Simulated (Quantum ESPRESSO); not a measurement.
System: ZrSe₂, space group P-3m1 (No. 164).

Input of the run:
```
&CONTROL
  calculation = 'scf'
  prefix = 'pwscf'
  outdir = './tmp'
  pseudo_dir = './pseudo'
  tprnfor = .true.
  tstress = .true.
  disk_io = 'nowf'
/
&SYSTEM
  ibrav = 0
  nat = 3
  ntyp = 2
  ecutwfc = 86
  nbnd = 31
  occupations = 'smearing'
  smearing = 'fd'
  degauss = 0.00367493
/
&ELECTRONS
  conv_thr = 6d-10
  electron_maxstep = 120
  mixing_beta = 0.5
/
ATOMIC_SPECIES
Zr    91.2240 Zr.upf
Se    78.9710 Se.upf
CELL_PARAMETERS angstrom
   3.7980000000    0.0000000000    0.0000000000
  -1.8990000000    3.2891644836    0.0000000000
   0.0000000000    0.0000000000    6.1920000000
ATOMIC_POSITIONS crystal
Zr     0.0000000000    0.0000000000    0.0000000000
Se     0.6666666667    0.3333333333    0.7500000000
Se     0.3333333333    0.6666666667    0.2500000000
K_POINTS automatic
8 8 5 0 0 0
```

Command:
```bash
OMP_NUM_THREADS=1 pw.x -in pw.in > pw.out
```

How it was computed, with Quantum ESPRESSO 7.5: plane-wave DFT, no spin polarisation; energies at scaled volumes of the given cell, shape and fractions fixed, counted from the fit's minimum, third-order Birch-Murnaghan fit. Level: PBEsol.

| setting | value |
| --- | --- |
| k mesh | 8×8×5 |
| occupations | Fermi–Dirac |
| smearing width | 0.05 eV |
| potentials | PseudoDojo 0.4.1 SR PBEsol standard |
| wave cutoff | 1170 eV |
| density cutoff | 4680 eV |

What does the calculation give for the energy and pressure against volume? The volume takes the values 24.24, 24.75, 25.27, 25.78, 26.30, 26.82, 27.33 Å³/atom.

A third-order Birch–Murnaghan fit gives V0 = 25.40 Å³/atom, B0 = 81.4 GPa and B′ = 4.1. The energy is 14.73 meV/atom at volume 24.24 Å³/atom and 32.79 meV/atom at 27.33 Å³/atom; the lowest computed point is at volume 25.27 Å³/atom (0.18 meV/atom), in a single well. The pressure falls from 4.20 GPa at volume 24.24 Å³/atom to −5.13 GPa at 27.33 Å³/atom, and changes sign near 25.41 Å³/atom.

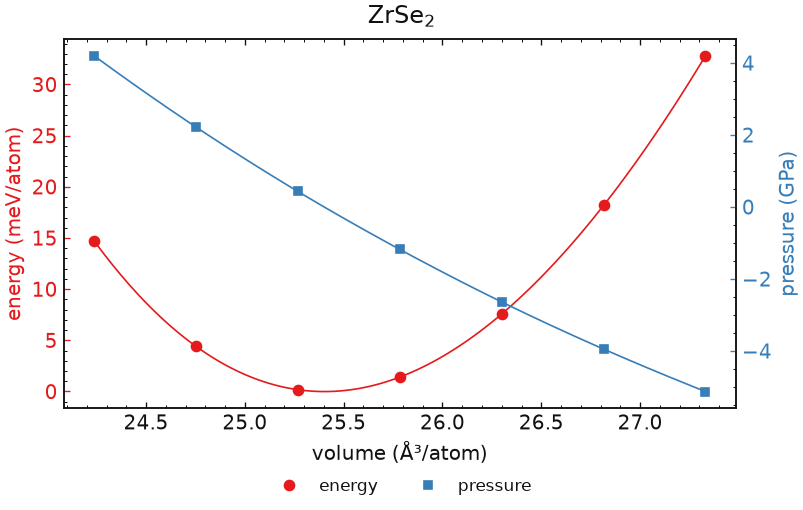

Caveats: shape and atomic fractions are frozen while scaling, which makes layered, chain and framework solids too stiff.
